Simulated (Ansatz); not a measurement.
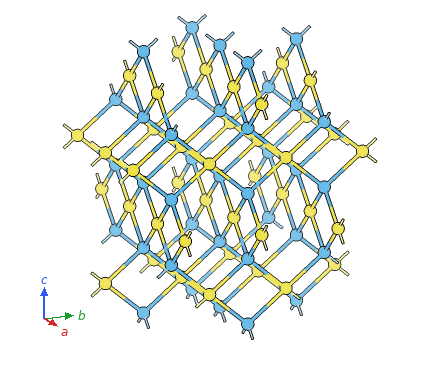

The picture shows a finite piece of the underlying net of a crystal structure, nodes on the atoms' positions. Nodes are coloured by topological kind. Edges to nodes outside the piece are drawn as stubs.

What net is this?

Answer. A binodal (4,4)-connected, three-periodic net. It is the pts net, known from cooperite, PtS.

Give point symbol and coordination sequence of each kind of node.

Answer. 4-connected node: 4^2.8^4, sequence 4, 10, 24, 42, 64, 90; 4-connected node: 4^2.8^4, sequence 4, 10, 24, 42, 64, 92.

Where the net comes from. System ZnS (space group P4_2/mmc, No. 131); source of the atomic positions: coordinates from a relaxation with DFT PBE, scalar-relativistic, plane waves, PAW in Ansatz 0.2.0; the starting structure was generated, so it need not be a known form of this composition. Bonds are taken as S–Zn below 2.7 Å. The graph is simplified in the usual way: terminal and isolated atoms are pruned, two-connected atoms become edges. Zn is a 4-connected node; S is a 4-connected node, in the ratio 1:1.
